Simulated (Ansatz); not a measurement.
## Geometry relaxation of Ti3O4 (part 3 of 4)

Ti3O4 (7 atoms in the cell); DFT r2SCAN, scalar-relativistic, plane waves, PAW, spin-polarised (Ansatz 0.2.0); cutoff 500 eV, 8×8×12 k-mesh, Gaussian smearing of 0.1 eV, collinear spins. The structure derives from a Materials Project entry. It belongs to a series of runs on one base structure; here: structure listed in a database for this formula (Cmmm, No. 65).

Geometry of the input (Å; fractional positions):
```
2.9202  -4.0716  0.0000
2.9202  4.0716  0.0000
0.0000  0.0000  3.0142
Ti 0.0000  0.0000  0.5000
Ti 0.5000  -0.0000  0.0000
Ti -0.0000  0.5000  0.0000
O  0.7650  0.7650  0.0000
O  0.2571  0.7429  0.5000
O  0.2350  0.2350  0.0000
O  0.7429  0.2571  0.5000
```

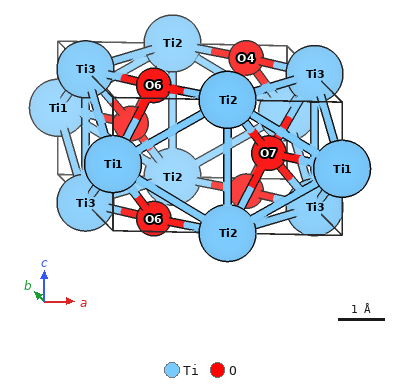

Fig. 1: The geometry at step 3 of the log (ball-and-stick view of the cell of the calculation, seen slightly off an axis; atoms are numbered from 1 in the order of the input).

Output, continued:
```
SCF iter   1: F=—  HF=-9797.961466 eV  |F-HF|=—  |Δ(HF+E_count)|=         —  Δρ=4.83e-4 (↑4.76e-4 ↓4.83e-4)  dr2=6.14e-4  dr2_τ=4.21e-4  dr2_m=3.44e-7  M=0.001 μB ∫|m|=0.001 μB  β_m=0.60  ethr=7.93e-7  ⟨swp⟩=3.0  Hψ=65130  notcnv=0
preconditioner: auto → Kerker (q_TF=auto, 2.231 Å⁻¹)  [metal: Δε(μ)=0.003 eV  Ē_g=10.768 eV  σ=0.100 eV  W_gap=0.02  n_scr=10 (ndim 8)  ℏωp=26.4 eV  f_vac=0.038  D(μ)=3.20/eV (n_scr^D=30)]
spin=Collinear: Kerker preconditioning applied to the charge; magnetization (m = ρ↑ − ρ↓) channel mixes plain (no charge-response kernel on spin).
SCF iter   2: F=—  HF=-9797.962247 eV  |F-HF|=—  |Δ(HF+E_count)|=   7.81e-4  Δρ=2.47e-4 (↑2.41e-4 ↓2.47e-4)  dr2=1.94e-4  dr2_τ=4.56e-6  dr2_m=1.11e-7  M=0.001 μB ∫|m|=0.001 μB  β_m=0.65  ethr=7.93e-7  ⟨swp⟩=3.0  Hψ=22641  notcnv=0  κ⁻¹=1.0e0(r=1)
SCF iter   3: F=—  HF=-9797.962709 eV  |F-HF|=—  |Δ(HF+E_count)|=   4.62e-4  Δρ=1.67e-4 (↑1.62e-4 ↓1.67e-4)  dr2=1.20e-4  dr2_τ=9.46e-7  dr2_m=3.74e-8  M=0.000 μB ∫|m|=0.001 μB  β_m=0.74  ethr=3.23e-7  ⟨swp⟩=1.0  Hψ=11181  notcnv=0  κ⁻¹=4.1e-2(r=2)
SCF iter   4: F=—  HF=-9797.963163 eV  |F-HF|=—  |Δ(HF+E_count)|=   4.53e-4  Δρ=1.15e-4 (↑1.12e-4 ↓1.15e-4)  dr2=8.34e-5  dr2_τ=2.60e-7  dr2_m=9.37e-9  M=0.000 μB ∫|m|=0.001 μB  β_m=0.56  ethr=2.00e-7  ⟨swp⟩=1.5  Hψ=11407  notcnv=0  κ⁻¹=3.4e-3(r=3)
SCF iter   5: F=—  HF=-9797.963439 eV  |F-HF|=—  |Δ(HF+E_count)|=   2.77e-4  Δρ=6.81e-5 (↑6.81e-5 ↓6.74e-5)  dr2=3.52e-5  dr2_τ=8.11e-8  dr2_m=1.38e-9  M=0.000 μB ∫|m|=0.000 μB  β_m=1.00  ethr=1.39e-7  ⟨swp⟩=2.1  Hψ=15469  notcnv=0  κ⁻¹=1.3e-3(r=4)
SCF iter   6: F=—  HF=-9797.963412 eV  |F-HF|=—  |Δ(HF+E_count)|=   2.72e-5  Δρ=6.22e-5 (↑6.22e-5 ↓6.22e-5)  dr2=1.01e-5  dr2_τ=1.21e-7  dr2_m=3.18e-10  M=-0.000 μB ∫|m|=0.000 μB  β_m=0.81  ethr=5.87e-8  ⟨swp⟩=2.1  Hψ=16999  notcnv=0  κ⁻¹=5.7e-4(r=5)
SCF iter   7: F=—  HF=-9797.963423 eV  |F-HF|=—  |Δ(HF+E_count)|=   1.07e-5  Δρ=3.34e-5 (↑3.33e-5 ↓3.34e-5)  dr2=2.44e-6  dr2_τ=3.57e-8  dr2_m=1.86e-10  M=-0.000 μB ∫|m|=0.000 μB  β_m=0.73  ethr=1.68e-8  ⟨swp⟩=2.0  Hψ=14870  notcnv=0  κ⁻¹=5.4e-4(r=6)
SCF iter   8: F=—  HF=-9797.963437 eV  |F-HF|=—  |Δ(HF+E_count)|=   1.43e-5  Δρ=1.68e-5 (↑1.66e-5 ↓1.68e-5)  dr2=5.50e-7  dr2_τ=8.82e-9  dr2_m=1.01e-10  M=-0.000 μB ∫|m|=0.000 μB  β_m=0.30  ethr=4.07e-9  ⟨swp⟩=2.0  Hψ=16454  notcnv=0  κ⁻¹=1.1e-4(r=7)
SCF iter   9: F=—  HF=-9797.963440 eV  |F-HF|=—  |Δ(HF+E_count)|=   2.95e-6  Δρ=1.05e-5 (↑1.03e-5 ↓1.05e-5)  dr2=2.92e-7  dr2_τ=2.91e-9  dr2_m=5.22e-11  M=-0.000 μB ∫|m|=0.000 μB  β_m=1.00  ethr=9.17e-10  ⟨swp⟩=2.0  Hψ=19208  notcnv=0  κ⁻¹=2.5e-5(r=8)
SCF iter  10: F=—  HF=-9797.963440 eV  |F-HF|=—  |Δ(HF+E_count)|=   2.96e-7  Δρ=7.21e-6 (↑6.93e-6 ↓7.21e-6)  dr2=1.99e-7  dr2_τ=1.17e-9  dr2_m=2.71e-11  M=-0.000 μB ∫|m|=0.000 μB  β_m=0.88  ethr=4.86e-10  ⟨swp⟩=2.0  Hψ=13920  notcnv=0  κ⁻¹=1.4e-4(r=8)
SCF iter  11: F=—  HF=-9797.963441 eV  |F-HF|=—  |Δ(HF+E_count)|=   2.94e-7  Δρ=4.81e-6 (↑4.61e-6 ↓4.81e-6)  dr2=1.35e-7  dr2_τ=3.91e-10  dr2_m=2.24e-11  M=-0.000 μB ∫|m|=0.000 μB  β_m=0.30  ethr=3.31e-10  ⟨swp⟩=2.1  Hψ=16770  notcnv=0  κ⁻¹=2.3e-5(r=8)
SCF iter  12: F=—  HF=-9797.963441 eV  |F-HF|=—  |Δ(HF+E_count)|=   5.05e-8  Δρ=2.33e-6 (↑2.33e-6 ↓2.23e-6)  dr2=9.49e-9  dr2_τ=3.12e-10  dr2_m=4.63e-11  M=-0.000 μB ∫|m|=0.000 μB  β_m=0.30  ethr=2.25e-10  ⟨swp⟩=2.1  Hψ=19535  notcnv=0  κ⁻¹=6.3e-6(r=8)
SCF iter  13: F=—  HF=-9797.963441 eV  |F-HF|=—  |Δ(HF+E_count)|=   4.53e-8  Δρ=1.76e-6 (↑1.76e-6 ↓1.70e-6)  dr2=6.37e-9  dr2_τ=1.32e-10  dr2_m=2.38e-11  M=-0.000 μB ∫|m|=0.000 μB  β_m=0.31  ethr=1.58e-11  ⟨swp⟩=2.0  Hψ=16405  notcnv=0  κ⁻¹=1.7e-5(r=8)
SCF iter  14: F=-9797.963441 eV  HF=-9797.963441 eV  |F-HF|=1.44e-7  |Δ(HF+E_count)|=   5.29e-8  Δρ=5.60e-6 (↑5.60e-6 ↓5.56e-6)  dr2=1.56e-7  dr2_τ=1.04e-9  dr2_m=1.56e-12  M=-0.000 μB ∫|m|=0.000 μB  ethr=1.06e-11  ⟨swp⟩=1.0  Hψ=31903  notcnv=0
the starting moments were not kept: the SCF closed with an absolute magnetisation of 1.1e-5 μB, where they sum to 0.45 μB in size (5 sites). That is at most 0.1 of that sum. Measured as dr2_m measures the in/out step, that magnetisation stands 5.0e-11 eV from none, at or under the dr2_threshold of 7.0e-7 eV: it is no larger than a step whose dr2_m would equal this threshold.
SCF 2 converged in 14 iterations: F = -9797.963441 eV  dr2 = 1.56e-7
relax step   2: F+E_penalty+E_count = -9797.96344061 eV  Δ(F+E_penalty+E_count) = -3.094e-3 eV  max|allowed force component| = 3.044e-2 eV/Å  Δτ_max = 0.0009 Å  P = -0.449 GPa  Ω = 71.343 Å³  energy of the carried Pulay correction = +2.623e-4 eV  (14 SCF iters, dr2 threshold 7.00e-7 eV, accepted)
Crystal: 7 atoms, lattice volume = 71.224 Å³
Basis set: ecut = 500 eV, 1819 PW (Γ), exchange–correlation on 160×160×96 points (64 copies of the dense FFT grid, shifted against one another)
iter 1 solved again at ethr=1.36e-7 eV; its pass at ethr=3.10e-3 eV (dr2=8.18e-5 eV) is discarded
SCF iter   1: F=—  HF=-9797.963500 eV  |F-HF|=—  |Δ(HF+E_count)|=         —  Δρ=2.10e-4 (↑2.07e-4 ↓2.10e-4)  dr2=1.05e-4  dr2_τ=1.08e-4  dr2_m=4.84e-8  M=0.000 μB ∫|m|=0.000 μB  β_m=0.56  ethr=1.36e-7  ⟨swp⟩=3.0  Hψ=62955  notcnv=0
preconditioner: auto → Kerker (q_TF=auto, 2.231 Å⁻¹)  [metal: Δε(μ)=0.011 eV  Ē_g=10.777 eV  σ=0.100 eV  W_gap=0.06  n_scr=10 (ndim 8)  ℏωp=26.4 eV  f_vac=0.038  D(μ)=3.19/eV (n_scr^D=30)]
spin=Collinear: Kerker preconditioning applied to the charge; magnetization (m = ρ↑ − ρ↓) channel mixes plain (no charge-response kernel on spin).
SCF iter   2: F=—  HF=-9797.963610 eV  |F-HF|=—  |Δ(HF+E_count)|=   1.10e-4  Δρ=1.03e-4 (↑9.99e-5 ↓1.03e-4)  dr2=2.88e-5  dr2_τ=7.09e-7  dr2_m=1.74e-8  M=0.000 μB ∫|m|=0.000 μB  β_m=0.59  ethr=1.36e-7  ⟨swp⟩=3.2  Hψ=23132  notcnv=0  κ⁻¹=1.0e0(r=1)
SCF iter   3: F=—  HF=-9797.963675 eV  |F-HF|=—  |Δ(HF+E_count)|=   6.43e-5  Δρ=6.90e-5 (↑6.68e-5 ↓6.90e-5)  dr2=1.72e-5  dr2_τ=1.64e-7  dr2_m=6.14e-9  M=0.000 μB ∫|m|=0.000 μB  β_m=0.65  ethr=4.79e-8  ⟨swp⟩=1.0  Hψ=11192  notcnv=0  κ⁻¹=3.3e-2(r=2)
SCF iter   4: F=—  HF=-9797.963739 eV  |F-HF|=—  |Δ(HF+E_count)|=   6.43e-5  Δρ=4.82e-5 (↑4.70e-5 ↓4.82e-5)  dr2=1.22e-5  dr2_τ=5.12e-8  dr2_m=1.61e-9  M=0.000 μB ∫|m|=0.000 μB  β_m=0.59  ethr=2.86e-8  ⟨swp⟩=1.2  Hψ=11222  notcnv=0  κ⁻¹=2.8e-3(r=3)
SCF iter   5: F=—  HF=-9797.963781 eV  |F-HF|=—  |Δ(HF+E_count)|=   4.20e-5  Δρ=2.82e-5 (↑2.82e-5 ↓2.80e-5)  dr2=6.25e-6  dr2_τ=1.33e-8  dr2_m=1.25e-10  M=0.000 μB ∫|m|=0.000 μB  β_m=0.40  ethr=2.04e-8  ⟨swp⟩=2.0  Hψ=15010  notcnv=0  κ⁻¹=6.3e-4(r=4)
SCF iter   6: F=—  HF=-9797.963783 eV  |F-HF|=—  |Δ(HF+E_count)|=   2.13e-6  Δρ=2.36e-5 (↑2.36e-5 ↓2.36e-5)  dr2=2.06e-6  dr2_τ=1.56e-8  dr2_m=1.31e-10  M=-0.000 μB ∫|m|=0.000 μB  β_m=0.42  ethr=1.04e-8  ⟨swp⟩=2.0  Hψ=17223  notcnv=0  κ⁻¹=2.3e-4(r=5)
SCF iter   7: F=—  HF=-9797.963783 eV  |F-HF|=—  |Δ(HF+E_count)|=   1.02e-7  Δρ=1.18e-5 (↑1.18e-5 ↓1.18e-5)  dr2=3.57e-7  dr2_τ=4.31e-9  dr2_m=4.18e-11  M=-0.000 μB ∫|m|=0.000 μB  β_m=1.00  ethr=3.43e-9  ⟨swp⟩=2.0  Hψ=15170  notcnv=0  κ⁻¹=1.9e-4(r=6)
SCF iter   8: F=—  HF=-9797.963784 eV  |F-HF|=—  |Δ(HF+E_count)|=   6.02e-7  Δρ=7.60e-6 (↑7.50e-6 ↓7.60e-6)  dr2=1.08e-7  dr2_τ=1.78e-9  dr2_m=1.17e-11  M=-0.000 μB ∫|m|=0.000 μB  β_m=0.93  ethr=5.96e-10  ⟨swp⟩=2.1  Hψ=15208  notcnv=0  κ⁻¹=1.3e-4(r=7)
SCF iter   9: F=—  HF=-9797.963784 eV  |F-HF|=—  |Δ(HF+E_count)|=   3.67e-7  Δρ=4.34e-6 (↑4.18e-6 ↓4.34e-6)  dr2=5.18e-8  dr2_τ=5.13e-10  dr2_m=9.69e-12  M=-0.000 μB ∫|m|=0.000 μB  β_m=1.00  ethr=1.80e-10  ⟨swp⟩=2.0  Hψ=17307  notcnv=0  κ⁻¹=1.6e-5(r=8)
SCF iter  10: F=—  HF=-9797.963784 eV  |F-HF|=—  |Δ(HF+E_count)|=   5.53e-8  Δρ=3.01e-6 (↑2.89e-6 ↓3.01e-6)  dr2=3.29e-8  dr2_τ=2.00e-10  dr2_m=6.74e-12  M=-0.000 μB ∫|m|=0.000 μB  β_m=0.43  ethr=8.63e-11  ⟨swp⟩=2.3  Hψ=16634  notcnv=0  κ⁻¹=4.1e-5(r=8)
SCF iter  11: F=-9797.963784 eV  HF=-9797.963784 eV  |F-HF|=5.30e-7  |Δ(HF+E_count)|=   2.29e-7  Δρ=1.05e-5 (↑1.05e-5 ↓1.03e-5)  dr2=5.85e-7  dr2_τ=3.26e-9  dr2_m=2.64e-11  M=-0.000 μB ∫|m|=0.000 μB  ethr=5.49e-11  ⟨swp⟩=1.1  Hψ=31870  notcnv=0
the starting moments were not kept: the SCF closed with an absolute magnetisation of 2.9e-5 μB, where they sum to 0.45 μB in size (5 sites). That is at most 0.1 of that sum. Measured as dr2_m measures the in/out step, that magnetisation stands 3.1e-10 eV from none, at or under the dr2_threshold of 7.0e-7 eV: it is no larger than a step whose dr2_m would equal this threshold.
SCF 3 converged in 11 iterations: F = -9797.963784 eV  dr2 = 5.85e-7
relax step   3: F+E_penalty+E_count = -9797.96378375 eV  Δ(F+E_penalty+E_count) = -3.431e-4 eV  max|allowed force component| = 1.461e-3 eV/Å  Δτ_max = 0.0014 Å  P = +0.011 GPa  Ω = 71.224 Å³  energy of the carried Pulay correction = +3.561e-4 eV  (11 SCF iters, dr2 threshold 7.00e-7 eV, accepted)
Initial wavefunctions: pseudopotential atomic-orbital guess (no wavefunctions were taken with the density)
iter 1 solved again at ethr=1.15e-8 eV; its pass at ethr=3.10e-3 eV (dr2=6.87e-6 eV) is discarded
```
